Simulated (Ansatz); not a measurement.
System: Cu12Cl (slab).

```cif
data_structure
_symmetry_space_group_name_H-M 'P 1'
_symmetry_Int_Tables_number 1
_cell_length_a 5.0394
_cell_length_b 5.0394
_cell_length_c 22.1146
_cell_angle_alpha 90.000
_cell_angle_beta 90.000
_cell_angle_gamma 120.000
_cell_volume 486.37
loop_
_atom_site_label
_atom_site_type_symbol
_atom_site_fract_x
_atom_site_fract_y
_atom_site_fract_z
_atom_site_occupancy
Cu1 Cu 0.33333 0.16667 0.36175 1
Cu2 Cu 0.33333 0.66667 0.36175 1
Cu3 Cu 0.83333 0.16667 0.36175 1
Cu4 Cu 0.83333 0.66667 0.36175 1
Cu5 Cu 0.66778 0.33389 0.45615 1
Cu6 Cu 0.66667 0.83333 0.45608 1
Cu7 Cu 0.16611 0.33389 0.45615 1
Cu8 Cu 0.16611 0.83222 0.45615 1
Cu9 Cu 0.00000 0.50000 0.55018 1
Cu10 Cu 0.99985 0.99992 0.54895 1
Cu11 Cu 0.50008 0.50015 0.54895 1
Cu12 Cu 0.50008 0.99992 0.54895 1
Cl1 Cl 0.00000 0.50000 0.64835 1
```

The program warned that a starting moment wasn't kept; spin-polarised, but the moments vanished.

Theory: Ansatz, DFT PBE+D3(BJ), scalar-relativistic, plane waves, PAW.

**What can the converged valence pseudo-density and electron localisation function tell about the bonding?**

Cu–Cl (2.17 Å): ρ at the midpoint is about 0.66 e/Å³; the ELF peaks at about 0.80 in the valence shell of Cl, 0.8 Å from its nucleus, and is about 0.45 at the midpoint.

**Does the calculation give a band gap?**

It is gapless in this calculation (a metal or semimetal).

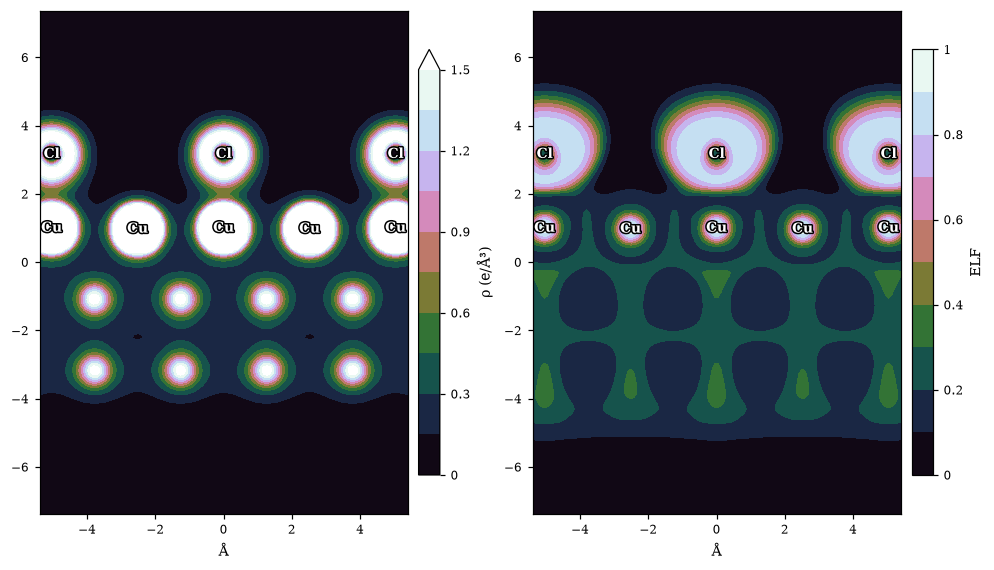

Computed valence pseudo-density and electron localisation function on the (100) plane of the calculation cell, a cut from vacuum to vacuum, in this order. Atoms just off the plane (Cu, 0.7 Å away) can leave unmarked features too.

The density is the valence pseudo-density of a PAW calculation; it isn't the true density close to the nuclei.
